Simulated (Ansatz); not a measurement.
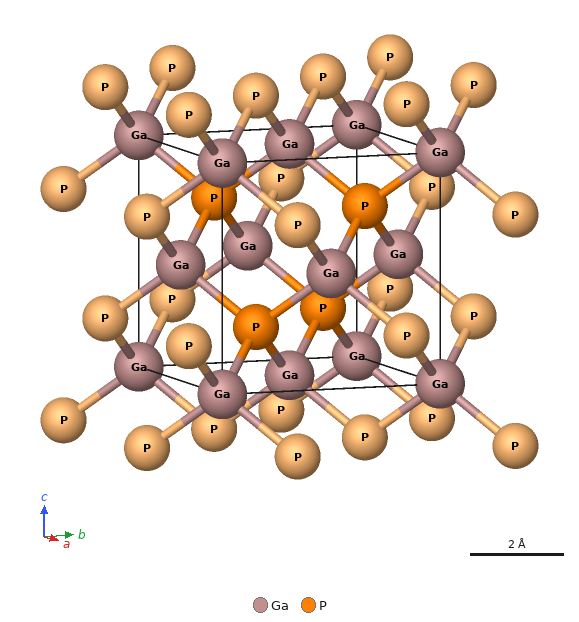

Fig. 1: The input geometry (ball-and-stick view of the cell 4 times as large as that of the calculation, set on its symmetry axes, seen slightly off an axis; neighbours outside the cell are drawn fainter). An atom can appear more than once, as a periodic image. Near neighbours in the periodic cell (some may lie outside the picture): Ga has 4 P at 2.19 Å; P has 4 Ga at 2.19 Å.

Single-point calculation of GaP

The run: single-point calculation of GaP (2 atoms in the cell). Method and program: DFT, PBEsol, PAW with Ansatz's default frozen-core files, scalar-relativistic, no spin polarisation (Ansatz 0.2.0).

Its volume is 0.80 times that of the source entry. It belongs to a series of runs on one base structure; here: volume scaled by 0.8, PAW files, ecut 250.

**The input**
```yaml
crystal:
  lattice:
    - [0.0, 2.5242851114, 2.5242851114]
    - [2.5242851114, 0.0, 2.5242851114]
    - [2.5242851114, 2.5242851114, 0.0]
  atoms:
    - { symbol: Ga, position: [0.0, 0.0, 0.0] }
    - { symbol: P, position: [0.25, 0.25, 0.25] }
kpoints:
  mp_grid: { grid: [12, 12, 12] }
scf:
  occupations: { method: fermi_dirac, width: 0.05 }
hamiltonian:
  xc: pbesol
  pseudopotentials: { kind: paw }
output:
  forces: true
  stress: true
  eigenvalues: true
  write_density: true
  write_potential: true
  elf: true
  volumetric_format: npy
basis:
  ecutwfc: 250
```

Command:
```bash
ansatz run input.yaml --threads 1 --pin off --max-ram 2048MiB --backend cpu --events-out ev --progress --plain --runs-dir out
```

**The program's output**
```
Warning: basis.ecutwfc = 250 eV is below the records' recommended 420 eV, and the density's cutoff is lower with it unless basis.ecutrho_ratio is high enough to keep the records' density cutoff: compare with a run at a higher cutoff
Engine: ansatz 0.2.0, aarch64-unknown-linux-gnu
Pseudopotentials: kind: paw
Pseudopotential: Ga, paw, valence charge 13, recommended cutoff 420 eV (normal), Ga.paw.azcp
Pseudopotential: P, paw, valence charge 5, recommended cutoff 420 eV (normal), P.paw.azcp
Functional definition: PBEsol
  exchange = pbesol_x
  correlation = pbesol_c
Crystal: 2 atoms, lattice volume = 32.170 Å³
Basis set: ecut = 250 eV, 283 PW (Γ), exchange–correlation on 40×40×40 points (8 copies of the dense FFT grid, shifted against one another)
Bands: 13, of which v1, the nominal top of the filled ones, is band 9 counted from 1 (8 counted from 0)
Symmetry: 24 space group operations
Space group: F-43m (ITA 216), of the structure as read, at distance tolerance 3.2e-5 Å
k-points: 72 of 1728 (time reversal used)
Non-local potential: Ga, projectors of the file, l = 0: 2, l = 1: 2, l = 2: 3, l = 3: 1
Non-local potential: P, projectors of the file, l = 0: 2, l = 1: 2, l = 2: 2
PAW form: soft (Blöchl's): semilocal exchange-correlation on the pseudo side does not see the compensation charge
PAW frozen core: Ga, regenerated for the run's functional, and the local potential with it (the file was generated under x = pbe(κ = 0.804, μ = 0.2195149727645171), c = pbe(β = 0.06672455060314922))
PAW frozen core: P, regenerated for the run's functional, and the local potential with it (the file was generated under x = pbe(κ = 0.804, μ = 0.2195149727645171), c = pbe(β = 0.06672455060314922))
PAW one-centre angular grid: Ga, 590 points (default); XC on 64 Gauss nodes
PAW one-centre angular grid: P, 110 points (default); XC on 64 Gauss nodes
Initial density: superposition of atomic densities (neutral atoms: chi_scale 0, normalization atom), corrected by the library's trained network
Initial wavefunctions: pseudopotential atomic-orbital guess
Functional: x = pbesol(κ = 0.804, μ = 0.12345679012345678), c = pbesol(β = 0.046)
SCF iter   1: F=—  HF=-4482.144457 eV  |F-HF|=—  |Δ(HF+E_count)|=         —  Δρ=1.39e-2  dr2=3.00e-2  ethr=1.77e-3  ⟨swp⟩=6.1  Hψ=5959  notcnv=0
preconditioner: auto → none  [insulator: Δε(μ)=0.863 eV  Ē_g=16.544 eV  σ=0.050 eV  W_gap=1.00  n_scr=8 (ndim 8)  ℏωp=27.8 eV  f_vac=0.007  D(μ)=0.00/eV (n_scr^D=0)  ε∞_Penn≈3.8]
SCF iter   2: F=—  HF=-4481.968753 eV  |F-HF|=—  |Δ(HF+E_count)|=   1.76e-1  Δρ=1.45e-2  dr2=4.44e-2  ethr=1.67e-4  ⟨swp⟩=2.8  Hψ=2589  notcnv=0
SCF iter   3: F=—  HF=-4481.959004 eV  |F-HF|=—  |Δ(HF+E_count)|=   9.75e-3  Δρ=4.15e-3  dr2=2.52e-3  ethr=1.67e-4  ⟨swp⟩=2.8  Hψ=1793  notcnv=0
SCF iter   4: F=—  HF=-4481.958050 eV  |F-HF|=—  |Δ(HF+E_count)|=   9.54e-4  Δρ=1.03e-3  dr2=3.58e-4  ethr=1.40e-5  ⟨swp⟩=2.0  Hψ=1689  notcnv=0
SCF iter   5: F=—  HF=-4481.957930 eV  |F-HF|=—  |Δ(HF+E_count)|=   1.20e-4  Δρ=1.30e-4  dr2=3.79e-6  ethr=1.99e-6  ⟨swp⟩=2.5  Hψ=1546  notcnv=0
SCF iter   6: F=—  HF=-4481.957929 eV  |F-HF|=—  |Δ(HF+E_count)|=   3.34e-8  Δρ=1.41e-5  dr2=3.81e-8  ethr=5.56e-10  ⟨swp⟩=9.4  Hψ=7295  notcnv=0
SCF iter   7: F=-4481.957929 eV  HF=-4481.957929 eV  |F-HF|=5.63e-10  |Δ(HF+E_count)|=   1.25e-8  Δρ=1.40e-6  dr2=7.79e-10  ethr=2.12e-10  ⟨swp⟩=5.5  Hψ=4943  notcnv=0
SCF 1 converged in 7 iterations: F = -4481.957929 eV  dr2 = 7.79e-10
  greatest PAW one-centre occupation: 0.992 electrons in one spin orbital (limit 2), on the Ga atom at site 0 (counted from 0), in its partial waves of l = 2
SCF converged after 7 iterations
Free energy (F): -4481.957929 eV
Harris-Foulkes:  -4481.957929 eV  (|F-HF|=5.63e-10)
Internal energy: -4481.957929 eV  (E = F + TS)
E sigma→0 (E₀):  -4481.957929 eV
Entropy (-TS):   -0.000001 eV (-0.000 meV/atom)
Fermi energy:    10.741535 eV
--- Per-component energies (eV) ---
  E_band       = -24.596347
  E_kinetic    = 194.900320
  E_local      = -2049.882496  (includes V_loc(G=0)·N_el)
  E_nonlocal   = 476.871078
  E_hartree    = 963.102957
  E_xc         = -133.727012
  E_vxc        = -124.167449  (∫ρ·V_xc dr)
  E_paw        = -2516.952428  (= ΣΔE_a)
  E_vpaw       = -448.492382  (= ΣTr[D̂ρ^β])
  E_aug_tail   = -0.031407  (compensation charges beyond the density's cutoff)
  E_ewald      = -1417.148014
  E_core_change = 0.909074  (= ΣΔE_core)
  E_smearing   = -0.000001  (= −TS)
  E_closure    = -0.000000  (closes the sum)
  Σ components = -4481.957929   (vs F -4481.957929, Δ=0.00e0)
--- Forces (eV/Å), atoms counted from 1 ---
  atom   1  Ga     0.00000000    -0.00000000    -0.00000000
  atom   2  P     -0.00000000     0.00000000     0.00000000
  max |Σ_I F_I| component: 7.40e-17 eV/Å
--- Stress (GPa, compression-positive) ---
       32.291978      -0.000000      -0.000000
       -0.000000      32.291978       0.000000
       -0.000000       0.000000      32.291978
  P = ⅓ Tr σ = 32.2920 GPa (322.920 kbar)
--- Band table (eV; the first three rows and the last of 72) ---
  k-point 0: bands = ["-5.8612", "-5.8612", "-5.8612", "-5.7199", "-5.7199", "-4.2243", "10.2911", "10.2911", "10.2911", "13.9233", "13.9233", "13.9233", "14.0241"]
  k-point 1: bands = ["-5.9231", "-5.8915", "-5.8915", "-5.7386", "-5.7386", "-4.1156", "9.2988", "10.1048", "10.1048", "13.7771", "14.1575", "14.1575", "14.8404"]
  k-point 2: bands = ["-5.9446", "-5.8916", "-5.8916", "-5.7344", "-5.7344", "-3.7699", "7.5242", "9.7216", "9.7216", "13.4320", "14.6545", "14.6545", "16.3332"]
  k-point 71: bands = ["-6.0167", "-5.8007", "-5.7687", "-5.7242", "-5.6434", "0.1562", "2.5003", "5.3780", "5.4895", "14.9282", "16.0026", "16.2170", "16.9490"]
```

**File v_z.tsv**
```
# z_ang	v_es[eV]	v_tot[eV]
# format = ansatz-planar-average/11
# xc	pbesol
# density_cutoff_ev	1000
# datasets	Ga=:simpson_from_first_knot:soft:shift=-1252651	P=:simpson_from_first_knot:soft:shift=-560312
# lattice	0.000000000	2.524285111	2.524285111
# lattice	2.524285111	0.000000000	2.524285111
# lattice	2.524285111	2.524285111	0.000000000
# sites	2
# site	31	0.000000000	0.000000000	0.000000000
# site	15	1.262142556	1.262142556	1.262142556
0.000000	2.020737e0	-1.036558e1
0.178494	1.009466e-1	-1.261951e1
0.356988	-1.812012e0	-1.467289e1
0.535482	-3.134812e0	-1.595716e1
0.713976	-3.452637e0	-1.604507e1
0.892470	-2.651836e0	-1.483106e1
1.070963	-9.157730e-1	-1.251324e1
1.249457	1.387265e0	-9.529387e0
1.427951	4.062509e0	-6.201086e0
1.606445	6.849910e0	-2.839244e0
1.784939	9.178730e0	9.675505e-3
1.963433	1.061984e1	1.898536e0
2.141927	1.119543e1	2.773918e0
2.320421	1.111270e1	2.783280e0
2.498915	1.031869e1	1.875809e0
2.677409	8.949036e0	1.703127e-1
2.855903	7.439899e0	-1.958324e0
3.034397	6.048471e0	-4.186973e0
3.212890	4.792938e0	-6.300216e0
3.391384	3.551906e0	-8.280870e0
```

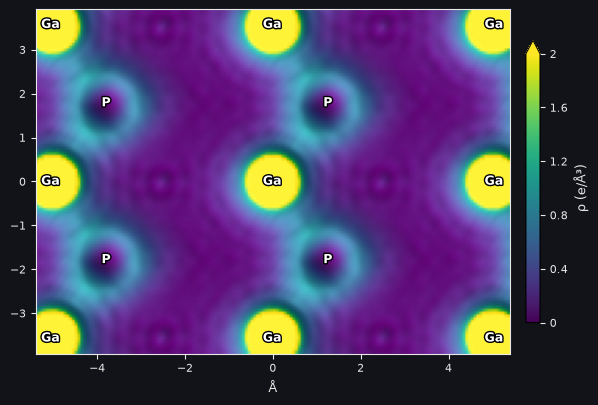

Fig. 2: Valence charge density (pseudo) on the (110) plane of the conventional cell. Atoms in the plane: Ga and P. Ga–P (2.19 Å): ρ at the midpoint is about 0.73 e/Å³. Away from the nuclei the density in this plane falls to 0.005 e/Å³ at its lowest. In a PAW calculation such maps are meaningful between the atoms, not at the nuclei.

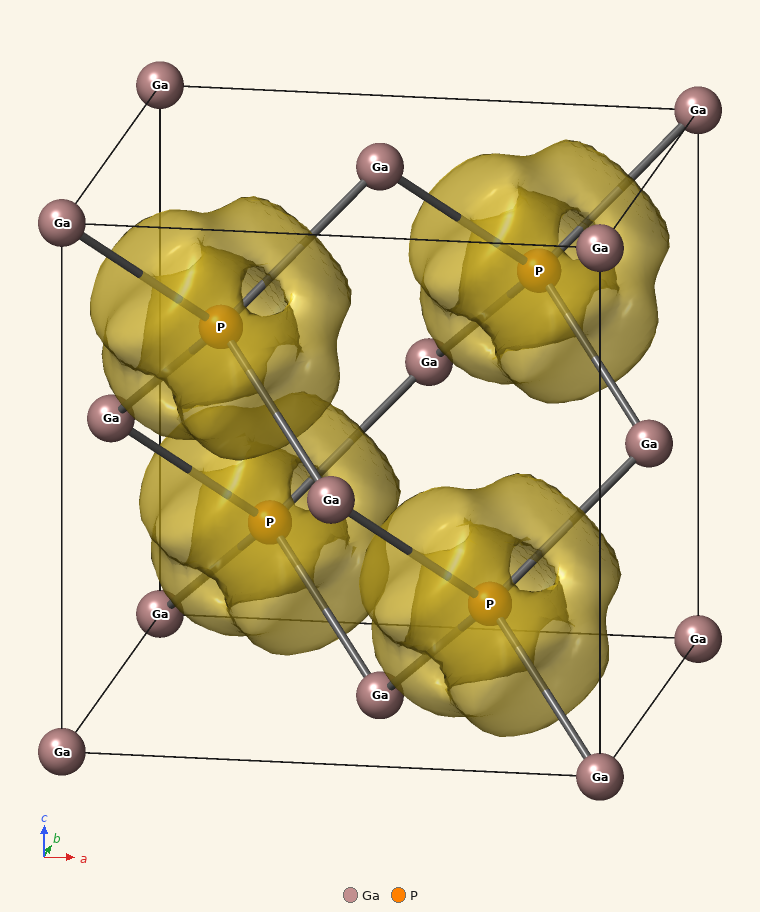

Fig. 3: Isosurface of the electron localisation function at 0.7 (yellow), seen slightly off an axis. Core shells and regions of very low density are left out. Sticks mark near contacts. The outline is the cell set on symmetry axes. Values along the shortest contacts: Ga–P (2.19 Å): the ELF peaks at about 0.90 between the atoms (localised, shared-pair bonding).

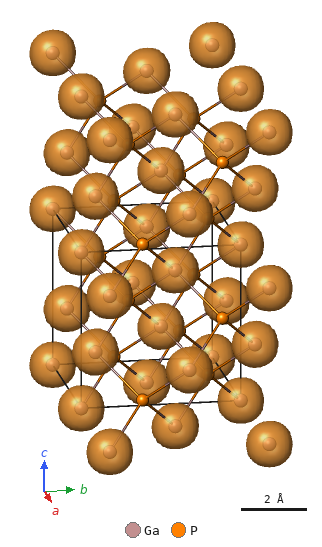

Fig. 4: Isosurface of the valence pseudo-density at 1 e/Å³ (orange), seen slightly off an axis. Sticks mark near contacts. The outline is the cell set on symmetry axes. At this value the density breaks into separate islands; it holds about 50 % of the electrons treated as valence (semicore included). It is pinched off along the Ga–P (2.19 Å) contacts. On the grid the lowest density along these lines, outside the cores, is 0.72 e/Å³ (Ga–P, 2.19 Å).

**Key numbers**

```tsv
quantity	value
outcome	converged
space group (tolerance 0.01 Å)	F-43m (216)
electrons treated	18
free energy	−4481.9579 eV
Fermi energy	10.742 eV
pressure	32.29 GPa
largest force (length of the vector)	under 0.001 eV/Å
hardware	1 thread of Arm Neoverse V1, 112 GiB of memory available, shared host
wall time	3.2 s
peak memory	0.24 GiB
```

**Remarks**

The program warns: the cutoff is below the recommended one.
